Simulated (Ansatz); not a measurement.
# What a change does: band-structure calculation on Si

System: Si (4 atoms in the cell).
Method of run A: DFT, LDA, plane waves, PAW, no spin polarisation (Ansatz 0.2.0).

The structure was built on a prototype by a generator. The geometry comes from this level: r2SCAN. Text and figures count atoms from 1; the logs count them from 0 in places.

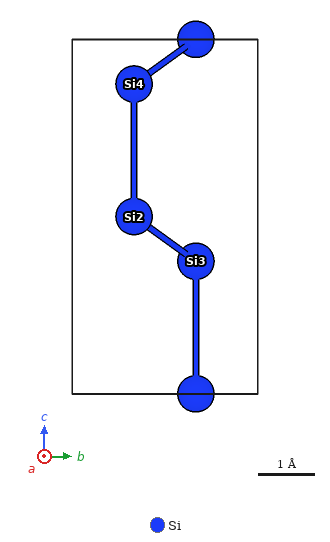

The input geometry (ball-and-stick view of the cell of the calculation, along the a axis; atoms are numbered from 1 in the order of the input). An atom can appear more than once, as a periodic image.

**The input, run A**
```yaml
crystal:
  lattice:
    - [3.8321296575, 0.0, 0.0]
    - [-1.9160648287, 3.318721634, 0.0]
    - [0.0, 0.0, 6.3412164314]
  atoms:
    - { symbol: Si, position: [0.3333333333, 0.6666666667, 0.0005609359] }
    - { symbol: Si, position: [0.6666666667, 0.3333333333, 0.5005609359] }
    - { symbol: Si, position: [0.3333333333, 0.6666666667, 0.3744390641] }
    - { symbol: Si, position: [0.6666666667, 0.3333333333, 0.8744390641] }
kpoints:
  mp_grid: { grid: [12, 12, 4] }
  band_path:
    path:
      - [0.0, 0.0, 0.0]
      - [0.5, 0.0, 0.0]
      - [0.3333333333, 0.3333333333, 0.0]
      - [0.0, 0.0, 0.5]
      - [0.5, 0.0, 0.5]
      - [0.3333333333, 0.3333333333, 0.5]
      - [0.0, 0.5, 0.0]
    npoints: 1
hamiltonian:
  xc: lda
scf:
  occupations: { method: fixed }
  n_extra_bands: 5
output:
  forces: true
  stress: true
  eigenvalues: true
```

Launched with:
```bash
ansatz run input.yaml --threads 2 --pin off --max-ram 2211MiB --backend cpu --events-out ev --progress --plain --runs-dir out
```

Hardware: 2 threads of AMD EPYC (Zen 5), 32 GiB of memory available, shared host.

**Output, shortened to warnings, some set-up lines, iterations and results (run A)**
```
Basis set: ecut = 420 eV, 1581 PW (Γ)
Symmetry: 24 space group operations
k-points: 57 of 576
Initial density: superposition of atomic densities (neutral atoms: chi_scale 0, normalization atom), corrected by the library's trained network
[...]
SCF iter   1: F=—  HF=-2434.543141 eV  |F-HF|=—  |Δ(HF+E_count)|=         —  Δρ=3.97e-3  dr2=7.63e-3  ethr=1.77e-3  ⟨swp⟩=4.3  Hψ=4151  notcnv=0  defer=159
SCF iter   2: F=—  HF=-2434.542153 eV  |F-HF|=—  |Δ(HF+E_count)|=   9.87e-4  Δρ=1.84e-3  dr2=1.56e-3  ethr=4.77e-5  ⟨swp⟩=2.3  Hψ=1456  notcnv=0  defer=166
SCF iter   3: F=—  HF=-2434.541911 eV  |F-HF|=—  |Δ(HF+E_count)|=   2.43e-4  Δρ=9.48e-5  dr2=4.70e-6  ethr=9.77e-6  ⟨swp⟩=2.1  Hψ=849  notcnv=0  defer=167
SCF iter   4: F=—  HF=-2434.541912 eV  |F-HF|=—  |Δ(HF+E_count)|=   1.66e-6  Δρ=1.81e-5  dr2=1.94e-7  ethr=2.94e-8  ⟨swp⟩=2.1  Hψ=1132  notcnv=0  defer=134
SCF iter   5: F=-2434.541912 eV  HF=-2434.541912 eV  |F-HF|=1.32e-9  |Δ(HF+E_count)|=   4.84e-8  Δρ=5.41e-6  dr2=1.04e-8  ethr=1.21e-9  ⟨swp⟩=2.6  Hψ=1125  notcnv=0  defer=133
SCF iter   6: F=-2434.541912 eV  HF=-2434.541912 eV  |F-HF|=1.21e-10  |Δ(HF+E_count)|=   2.04e-9  Δρ=3.93e-7  dr2=1.97e-10  ethr=6.50e-11  ⟨swp⟩=7.3  Hψ=4618  notcnv=0
SCF 1 converged in 6 iterations: F = -2434.541912 eV  dr2 = 1.97e-10
NSCF: frozen V_eff on 7 k-points
SCF converged after 6 iterations
Free energy (F): -2434.541912 eV
Harris-Foulkes:  -2434.541912 eV  (|F-HF|=1.21e-10)
Internal energy: -2434.541912 eV  (E = F + TS)
E sigma→0 (E₀):  -2434.541912 eV
Fermi energy:    6.230187 eV
--- Per-component energies (eV) ---
  E_band       = 14.777912
  E_kinetic    = 161.410031
  E_local      = -115.671780  (includes V_loc(G=0)·N_el)
  E_nonlocal   = 107.843567
  E_hartree    = 30.471376
  E_xc         = -219.006179
  E_vxc        = -188.255414  (∫ρ·V_xc dr)
  E_paw        = -1944.534695  (= ΣΔE_a)
  E_vpaw       = -11.491382  (= ΣTr[D̂ρ^β])
  E_aug_tail   = 0.000023  (compensation charges beyond the density's cutoff)
  E_ewald      = -455.391576
  E_core_change = 0.337323  (= ΣΔE_core)
  E_smearing   = -0.000000  (= −TS)
  E_closure    = 0.000000  (closes the sum)
  Σ components = -2434.541912   (vs F -2434.541912, Δ=0.00e0)
--- Forces (eV/Å), atoms counted from 1 ---
  atom   1  Si     0.00000000    -0.00000000    -0.01155149
  atom   2  Si     0.00000000     0.00000000    -0.01155149
  atom   3  Si     0.00000000    -0.00000000     0.01155149
  atom   4  Si    -0.00000000     0.00000000     0.01155149
  max |Σ_I F_I| component: 4.16e-17 eV/Å
--- Stress (GPa, compression-positive) ---
       -2.168899      -0.000000       0.000000
       -0.000000      -2.168899       0.000000
        0.000000       0.000000      -2.273280
  P = ⅓ Tr σ = -2.2037 GPa (-22.037 kbar)
```

The input of run B differs as follows (lines with − go, lines with + come):
```diff
-  xc: lda
+  xc: r2scan
```

How does run B compare with run A?

The total energies belong to different methods, so their difference says nothing on which is more stable or more accurate. The gap on the mesh goes from 0.32 to 0.61 eV. The pressure goes from −2.20 to 0.00 GPa. The functional changes from LDA to r2SCAN. The number of SCF iterations is the same. The default cutoff goes from 420 to 500 eV with the change. The plane waves at Γ go from 1581 to 2033.

**Output, shortened to warnings, some set-up lines, iterations and results (run B)**
```
Basis set: ecut = 500 eV, 2033 PW (Γ), exchange–correlation on 120×120×192 points (64 copies of the dense FFT grid, shifted against one another)
Symmetry: 24 space group operations
k-points: 57 of 576
Initial density: superposition of atomic densities (neutral atoms: chi_scale 0, normalization atom), corrected by the library's trained network
[...]
SCF iter   1: F=—  HF=-2556.184544 eV  |F-HF|=—  |Δ(HF+E_count)|=         —  Δρ=3.55e-3  dr2=7.81e-3  dr2_τ=2.44e-2  ethr=1.77e-3  ⟨swp⟩=4.5  Hψ=4214  notcnv=0  defer=148
SCF iter   2: F=—  HF=-2556.215893 eV  |F-HF|=—  |Δ(HF+E_count)|=   3.13e-2  Δρ=2.02e-3  dr2=2.26e-3  dr2_τ=1.09e-5  ethr=4.88e-5  ⟨swp⟩=2.0  Hψ=1772  notcnv=0  defer=166
SCF iter   3: F=—  HF=-2556.215791 eV  |F-HF|=—  |Δ(HF+E_count)|=   1.02e-4  Δρ=2.06e-4  dr2=2.65e-5  dr2_τ=1.15e-6  ethr=1.41e-5  ⟨swp⟩=3.0  Hψ=1076  notcnv=0  defer=168
SCF iter   4: F=—  HF=-2556.215805 eV  |F-HF|=—  |Δ(HF+E_count)|=   1.35e-5  Δρ=3.86e-5  dr2=4.39e-7  dr2_τ=1.21e-8  ethr=1.66e-7  ⟨swp⟩=2.3  Hψ=1151  notcnv=0  defer=130
SCF iter   5: F=-2556.215806 eV  HF=-2556.215806 eV  |F-HF|=8.55e-8  |Δ(HF+E_count)|=   9.66e-7  Δρ=1.12e-5  dr2=3.66e-8  dr2_τ=9.48e-10  ethr=2.74e-9  ⟨swp⟩=2.1  Hψ=1137  …
SCF iter   6: F=-2556.215806 eV  HF=-2556.215806 eV  |F-HF|=9.97e-10  |Δ(HF+E_count)|=   9.38e-8  Δρ=1.54e-6  dr2=1.06e-9  dr2_τ=1.67e-11  ethr=2.29e-10  ⟨swp⟩=7.7  Hψ=5152  …
SCF 1 converged in 6 iterations: F = -2556.215806 eV  dr2 = 1.06e-9
NSCF: frozen V_eff on 7 k-points
SCF converged after 6 iterations
Free energy (F): -2556.215806 eV
Harris-Foulkes:  -2556.215806 eV  (|F-HF|=9.97e-10)
Internal energy: -2556.215806 eV  (E = F + TS)
E sigma→0 (E₀):  -2556.215806 eV
Fermi energy:    6.350854 eV
--- Per-component energies (eV) ---
  E_band       = 12.907390
  E_kinetic    = 161.651461
  E_local      = -108.624336  (includes V_loc(G=0)·N_el)
  E_nonlocal   = 99.958961
  E_hartree    = 30.541760
  E_xc         = -206.019212
  E_vxc        = -198.976042  (∫ρ·V_xc dr)
  E_paw        = -2078.027149  (= ΣΔE_a)
  E_vpaw       = -9.973266  (= ΣTr[D̂ρ^β])
  E_aug_tail   = 0.000017  (compensation charges beyond the density's cutoff)
  E_vtau       = 7.787043  (kinetic-family band-sum trace: ∫τ·v_τ [+ j·A + Jᵃ·Aᵃ] dr)
  E_ewald      = -455.391576
  E_core_change = -0.305732  (= ΣΔE_core)
  E_smearing   = -0.000000  (= −TS)
  E_closure    = -0.000000  (closes the sum)
  Σ components = -2556.215806   (vs F -2556.215806, Δ=0.00e0)
--- Forces (eV/Å), atoms counted from 1 ---
  atom   1  Si     0.00000000    -0.00000000     0.00012326
  atom   2  Si    -0.00000000     0.00000000     0.00012326
  atom   3  Si     0.00000000    -0.00000000    -0.00012326
  atom   4  Si    -0.00000000     0.00000000    -0.00012326
  max |Σ_I F_I| component: 5.09e-17 eV/Å
--- Stress (GPa, compression-positive) ---
        0.006331      -0.000000       0.000000
       -0.000000       0.006331       0.000000
        0.000000       0.000000      -0.002466
  P = ⅓ Tr σ = 0.0034 GPa (0.034 kbar)
```

**The two runs side by side**

| quantity | run A | run B |
| --- | --- | --- |
| outcome | converged | converged |
| free energy per atom (eV) | −608.6355 | −639.0540 |
| gap on the mesh (eV) | 0.32 | 0.61 |
| pressure (GPa) | −2.20 | 0.00 |
| largest force (eV/Å) | 0.012 | 0.000 |
| SCF iterations | 6 | 6 |
| irreducible k-points | 57 | 57 |
| plane waves at Γ | 1581 | 2033 |
| wall time (shared host) | 0.71 s | 1.6 s |
